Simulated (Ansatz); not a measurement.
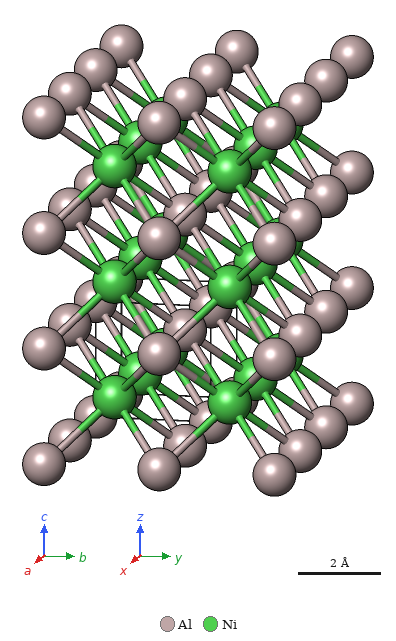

Energy scan for solid AlNi (Pm-3m), in which the cell is strained equally along x and y and separately along z, with the atoms kept at their fractional coordinates. x, y and z are the Cartesian axes of the input. The picture shows the reference cell. The picture is a ball-and-stick view of the cell of the calculation, repeated 3 × 2 × 3 with one cell outlined, seen slightly off an axis.

The calculation used Ansatz 0.2.0, DFT PBEsol, scalar-relativistic, plane waves, PAW. Settings: plane-wave cutoff 420 eV; k-point mesh 16 × 16 × 16; occupations gaussian; smearing width 0.15 eV; no spin polarisation. Energies (free energies at the smearing named) are counted from the cell as listed in its source, which wasn't relaxed.

Input
```yaml
crystal:
  lattice:
    - [2.881, 0.0, 0.0]
    - [0.0, 2.881, 0.0]
    - [0.0, 0.0, 2.881]
  atoms:
    - { symbol: Al, position: [0.0, 0.0, 0.0] }
    - { symbol: Ni, position: [0.5, 0.5, 0.5] }
basis:
  ecutwfc: 420
kpoints:
  mp_grid: { grid: [16, 16, 16] }
hamiltonian:
  xc: pbesol
scf:
  occupations: { method: gaussian, width: 0.15 }
output:
  forces: true
  stress: true
  eigenvalues: true
```

Launched with:
```bash
ansatz run input.yaml --threads 1 --pin off --max-ram 2560MiB --backend cpu --events-out ev --progress --plain --runs-dir out
```

**Give the energy at each point on a grid with rows −0.080, −0.040, 0.000, 0.040, 0.080 and columns −0.080, −0.040, 0.000, 0.040, 0.080 (strain along x and y; strain along z).**

Rows: strain along x and y; columns: strain along z; values in meV/atom.

|  | −0.080 | −0.040 | 0.000 | 0.040 | 0.080 |
| --- | --- | --- | --- | --- | --- |
| −0.080 | 400 | 262 | 167 | 105 | 71 |
| −0.040 | 153 | 70 | 27 | 12 | 19 |
| 0.000 | 43 | 5 | 0 | 21 | 61 |
| 0.040 | 36 | 31 | 57 | 105 | 169 |
| 0.080 | 103 | 124 | 173 | 242 | 325 |

In pairs of (strain along x and y; strain along z): the lowest computed point lies at (0.000, 0.000) (0 meV/atom), the highest at (−0.080, −0.080) (400 meV/atom). The valley is tilted: raising the in-plane strain is made harder by raising the strain along z (cross term 0.70 of the geometric mean of the two curvatures). Over the ranges scanned the energy rises more along the first axis, the in-plane strain. The pressure runs from −25.0 GPa at (0.080, 0.080) to 65.5 GPa at (−0.080, −0.080).

As a map, interpolated between the computed points (dots):

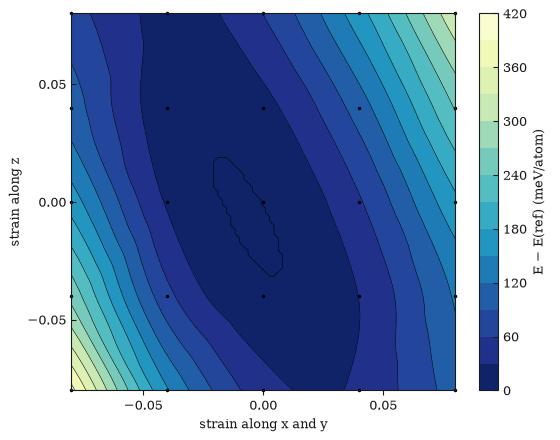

Limits of the set-up: an element that often carries a moment was run without spin polarisation.
